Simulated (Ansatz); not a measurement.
Consider Al16Cu (slab).

Input

```
crystal:
  lattice:
    - [5.6324246412, 0.0, 0.0]
    - [0.0, 7.9654513166, 0.0]
    - [0.0, 0.0, 21.2293510975]
  atoms:
    - { symbol: Al, position: [0.25, 0.25, 0.1884183827] }
    - { symbol: Al, position: [0.25, 0.75, 0.1884183827] }
    - { symbol: Al, position: [0.75, 0.25, 0.1884183827] }
    - { symbol: Al, position: [0.75, 0.75, 0.1884183827] }
    - { symbol: Al, position: [0.0, 0.0, 0.2547466541] }
    - { symbol: Al, position: [0.0, 0.5, 0.2547466541] }
    - { symbol: Al, position: [0.5, 0.0, 0.2547466541] }
    - { symbol: Al, position: [0.5, 0.5, 0.2547466541] }
    - { symbol: Al, position: [0.25, 0.25, 0.3240951258] }
    - { symbol: Al, position: [0.25, 0.75, 0.3240951258] }
    - { symbol: Al, position: [0.75, 0.25, 0.3240951258] }
    - { symbol: Al, position: [0.75, 0.75, 0.3240951258] }
    - { symbol: Al, position: [0.0, 0.0, 0.3876402562] }
    - { symbol: Al, position: [0.0, 0.5, 0.3876402562] }
    - { symbol: Al, position: [0.5, 0.0, 0.3876402562] }
    - { symbol: Al, position: [0.5, 0.5, 0.3876402562] }
    - { symbol: Cu, position: [0.1666666667, 0.125, 0.4912703667] }
basis:
  ecutwfc: 420
kpoints:
  mp_grid: { grid: [5, 4, 1] }
hamiltonian:
  xc: pbe
  dispersion: d3bj
scf:
  occupations: { method: gaussian, width: 0.1 }
output:
  forces: true
  eigenvalues: true
  write_density: true
  write_potential: true
  elf: true
  volumetric_format: npy
efield:
  axis: 3
  dipole_correction: true
  ramp_width: 0.04
```

Run with:

```sh
ansatz run input.yaml --threads 1 --pin off --max-ram 3072MiB --backend cpu --events-out ev --progress --plain --runs-dir out
```

Not relaxed (largest force 1.4 eV/Å); computed without spin polarisation.

Computed with DFT PBE+D3(BJ), scalar-relativistic, plane waves, PAW (Ansatz).

Question: What can the converged valence pseudo-density and electron localisation function tell about the bonding?

Answer: Al–Cu (2.59 Å): ρ at the midpoint is about 0.27 e/Å³; the ELF is about 0.55 at the midpoint.
Al–Al (2.79 Å): ρ is about 0.23 e/Å³ halfway; the ELF peaks at about 0.70 between the atoms.
Al–Al (2.85 Å): ρ at the midpoint is about 0.2 e/Å³; the ELF peaks at about 0.60 between the atoms.

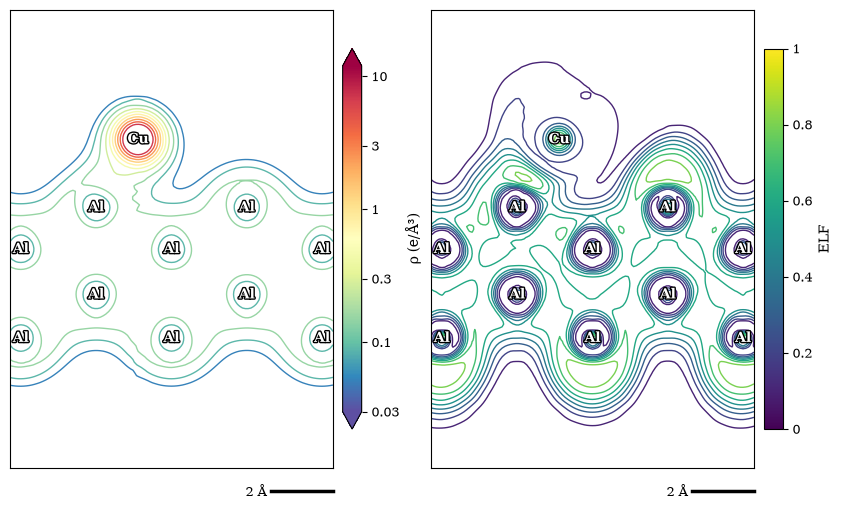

Computed valence pseudo-density and electron localisation function on the (11̄0) plane of the calculation cell, a cut from vacuum to vacuum, in this order. 

The density is the valence pseudo-density of a PAW calculation; it isn't the true density close to the nuclei.
